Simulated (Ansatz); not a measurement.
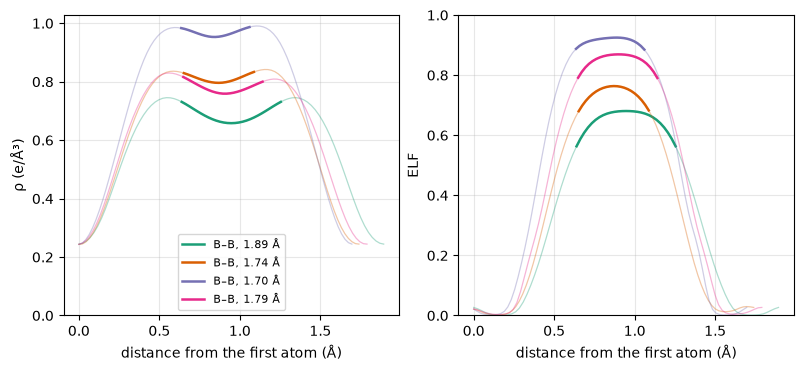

The picture shows: B. Valence electron density and ELF along straight lines between neighbouring atoms. Thin, pale parts lie inside the atomic spheres.

Space group C2/c; a structure generated by program, which may or may not match a known phase.

Theory: DFT PBE, scalar-relativistic, plane waves, PAW in Ansatz.

The density is the valence pseudo-density of a PAW calculation; it isn't the true density close to the nuclei.

```yaml
crystal:
  lattice:
    - [5.34771, 0.00000, -0.00503]
    - [0.00000, 8.09284, 0.00000]
    - [-1.03333, 0.00000, 4.65578]
  atoms:
    - { symbol: B, position: [0.15671, 0.29609, 0.85327] }
    - { symbol: B, position: [0.65671, 0.79609, 0.85327] }
    - { symbol: B, position: [0.34329, 0.79609, 0.64673] }
    - { symbol: B, position: [0.84329, 0.29609, 0.64673] }
    - { symbol: B, position: [0.34329, 0.20391, 0.14673] }
    - { symbol: B, position: [0.84329, 0.70391, 0.14673] }
    - { symbol: B, position: [0.15671, 0.70391, 0.35327] }
    - { symbol: B, position: [0.65671, 0.20391, 0.35327] }
    - { symbol: B, position: [0.33781, 0.11744, 0.79928] }
    - { symbol: B, position: [0.83781, 0.61744, 0.79928] }
    - { symbol: B, position: [0.16219, 0.61744, 0.70072] }
    - { symbol: B, position: [0.66219, 0.11744, 0.70072] }
    - { symbol: B, position: [0.16219, 0.38256, 0.20072] }
    - { symbol: B, position: [0.66219, 0.88256, 0.20072] }
    - { symbol: B, position: [0.33781, 0.88256, 0.29928] }
    - { symbol: B, position: [0.83781, 0.38256, 0.29928] }
    - { symbol: B, position: [0.37224, 0.91368, 0.95807] }
    - { symbol: B, position: [0.87224, 0.41368, 0.95807] }
    - { symbol: B, position: [0.12776, 0.41368, 0.54193] }
    - { symbol: B, position: [0.62776, 0.91368, 0.54193] }
    - { symbol: B, position: [0.12776, 0.58632, 0.04193] }
    - { symbol: B, position: [0.62776, 0.08632, 0.04193] }
    - { symbol: B, position: [0.37224, 0.08632, 0.45807] }
    - { symbol: B, position: [0.87224, 0.58632, 0.45807] }
```

What can be read from the curves?

B–B (1.89 Å): the density is about 0.66 e/Å³ at the midpoint; the ELF peaks at about 0.70 between the atoms.
B–B (1.74 Å): ρ is about 0.8 e/Å³ halfway; the ELF peaks at about 0.75 between the atoms.
B–B (1.70 Å): ρ is about 0.95 e/Å³ halfway; the ELF peaks at about 0.90 between the atoms.
B–B (1.79 Å): ρ is about 0.76 e/Å³ halfway; the ELF peaks at about 0.85 between the atoms.
